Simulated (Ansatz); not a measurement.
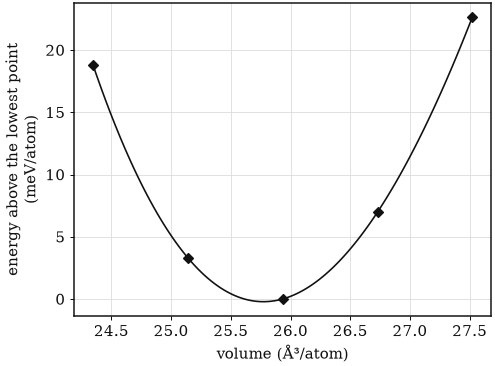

The figure shows the energy above the lowest point against volume.

Calculation (Ansatz 0.2.0 development build): equation of state of a cubic crystal from periodic Kohn-Sham density functional theory without spin, third-order Birch-Murnaghan fit to the free energies; pressure corrected for the finite basis. Level: HSE06.

### For which of these solids was it computed?
A. Sn, Fd-3m (No. 227)
B. Pt, Fm-3m (No. 225)
C. InP, F-43m (No. 216)

C, InP: energy above the lowest point from 0.0 meV/atom to 22.6 meV/atom, V0 25.77 Å³/atom, B0 69.5 GPa. The others give: Pt, energy above the lowest point from 0.0 meV/atom to 79.0 meV/atom, V0 14.97 Å³/atom, B0 282 GPa; Sn, energy above the lowest point from 0.0 meV/atom to 20.6 meV/atom, V0 35.66 Å³/atom, B0 41.3 GPa.

For InP, limits of the calculation: modest k-mesh, values are not fully converged in k.

For Pt, limits of the calculation: coarse k-mesh, values are not converged in k; pseudopotentials made with PBE, not this functional.

For Sn, limits of the calculation: coarse k-mesh, values are not converged in k.
